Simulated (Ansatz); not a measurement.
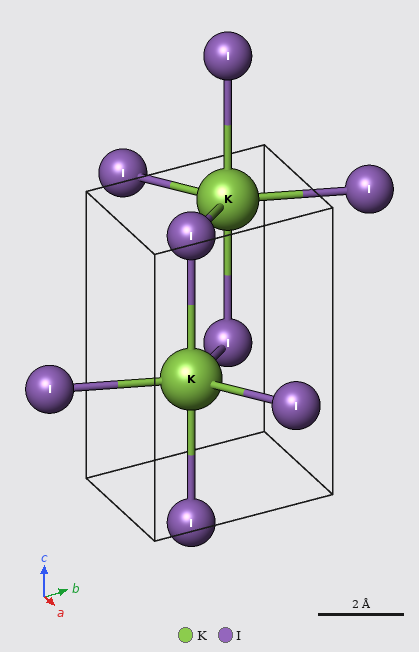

Reference structure: crystalline KI (built on the wurtzite type) at its r2SCAN-relaxed geometry. The picture is a ball-and-stick view of the cell of the calculation, seen slightly off an axis.

Theory: DFT, HSE06, plane waves, PAW (Ansatz 0.2.0). Settings: plane-wave cutoff 420 eV; k-point mesh 6 × 6 × 4; occupations fixed; no spin polarisation.

Now this is done to it. All lengths are scaled by −2.0 % (volume −5.9 %). The atoms were relaxed with r2SCAN under that strain, and this is a single point on that geometry.

The input:
```yaml
crystal:
  lattice:
    - [5.9186617729, 0.0, 0.0]
    - [-2.9593308864, 5.1257114517, 0.0]
    - [0.0, 0.0, 6.8983422758]
  atoms:
    - { symbol: K, position: [0.3333333333, 0.6666666667, -0.0625] }
    - { symbol: K, position: [0.6666666667, 0.3333333333, 0.4375] }
    - { symbol: I, position: [0.3333333333, 0.6666666667, 0.4375] }
    - { symbol: I, position: [0.6666666667, 0.3333333333, 0.9375] }
kpoints:
  mp_grid: { grid: [6, 6, 4] }
  band_path:
    path:
      - [0.0, 0.0, 0.0]
      - [0.5, 0.0, 0.0]
      - [0.3333333333, 0.3333333333, 0.0]
      - [0.0, 0.0, 0.5]
      - [0.5, 0.0, 0.5]
      - [0.3333333333, 0.3333333333, 0.5]
    npoints: 1
hamiltonian:
  xc: hse06
scf:
  occupations: { method: fixed }
  n_extra_bands: 5
output:
  forces: true
  stress: true
  eigenvalues: true
```

Run as
```bash
ansatz run input.yaml --threads 4 --pin off --max-ram 4608MiB --backend cpu --events-out ev --progress --plain --runs-dir out
```

> What does the calculation give for the changed structure?

Some distances before and after: I–K 3.520 → 3.449 Å, I–K 3.487 → 3.417 Å. The space group stays P6_3/mmc (No. 194). The energy rises by 9.1 meV per atom. Pressure: 0.1 GPa before, 0.8 GPa after. The principal stresses (compression positive) are 0.9 GPa along c and 0.7 GPa across it. All forces vanish by symmetry. The band gap: 4.74 eV before, 4.81 eV after.

The changed structure in the same view:

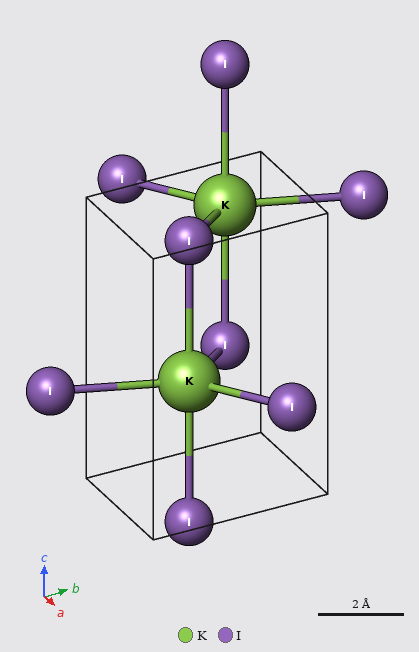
